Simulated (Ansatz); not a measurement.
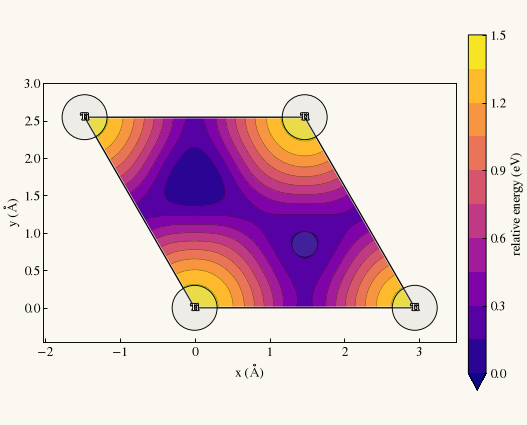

S on a Ti(001) slab cut from the P6_3/mmc phase, its upper half relaxed before the scan (5 atoms of substrate and one adsorbate in a 1 × 1 cell). S is moved over the surface cell; relaxed at each place: the height of the adsorbate's atoms; substrate rigid; the origin of the map has the adsorbate above Ti5. Places are given modulo a cell vector. The map is drawn in real space over the plane of the surface. Grid: 6 × 6 points; 10 points were computed and 26 follow by symmetry. Energies are in eV, from the lowest grid point. With one adsorbate in each 1 × 1 cell, its nearest image is 2.9 Å away, so neighbouring adsorbates interact. Computed with DFT PBE, scalar-relativistic, plane waves, PAW in Ansatz 0.2.0. Settings: cutoff 420 eV, k-mesh 9×9×1, gaussian smearing 0.1 eV, no spin polarisation.

In the figure: filled contours, labelled circles for the atoms of the top layer and small ones for the second layer, the outline of one cell of the plane. Between grid points the surface is interpolated.

The lowest grid point is at a threefold hollow, (2/6, 4/6) of the cell vectors. There is a further well near a threefold hollow over a second-layer Ti atom, (4/6, 2/6) of the cell vectors (0.12 eV above the lowest at that grid point). The highest grid point, the top site over a surface Ti atom, (0/6, 0/6) of the cell vectors, lies 1.45 eV above the lowest. On the interpolated surface the easiest way out of the lowest well to the well at a threefold hollow over a second-layer Ti atom, (4/6, 2/6) of the cell vectors passes a barrier of about 0.28 eV. At the lowest point the adsorbate has 3 Ti at 2.40 Å as nearest neighbours, at the highest 1 Ti at 2.24 Å. Its relaxed height above the top atom is 1.70 Å at the lowest and 2.24 Å at the highest point.

S is replaced by O; all else is set up alike. With one adsorbate in each 1 × 1 cell, its nearest image is 2.9 Å away, so neighbouring adsorbates interact. The runs have no spin polarisation; a magnetic state may lie lower.

What does this change do to the map?

Answer. The lowest place stays at a threefold hollow, (2/6, 4/6) of the cell vectors. The span from the lowest to the highest grid point grows from 1.45 to 2.58 eV. The easiest pass out of the lowest well goes from about 0.28 to about 0.58 eV on the interpolated surfaces. Higher wells of the new map: a threefold hollow over a second-layer Ti atom, (4/6, 2/6) of the cell vectors, 0.18 eV up (that grid point lay 0.12 eV up before). In the new map: at the lowest point the adsorbate has 3 Ti at 1.92 Å as nearest neighbours, at the highest 1 Ti at 1.61 Å. Its relaxed height above the top atom is 0.91 Å at the lowest and 1.61 Å at the highest point.

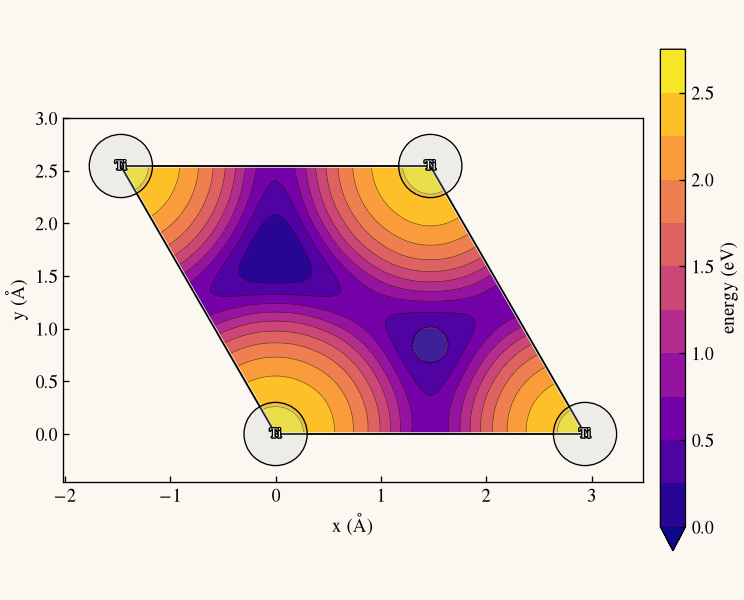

The map after the change, on a colour scale of its own. In the figure: filled contours, labelled circles for the atoms of the top layer and small ones for the second layer, the outline of one cell of the plane. Between grid points the surface is interpolated.

PAW datasets: the set soft_1.
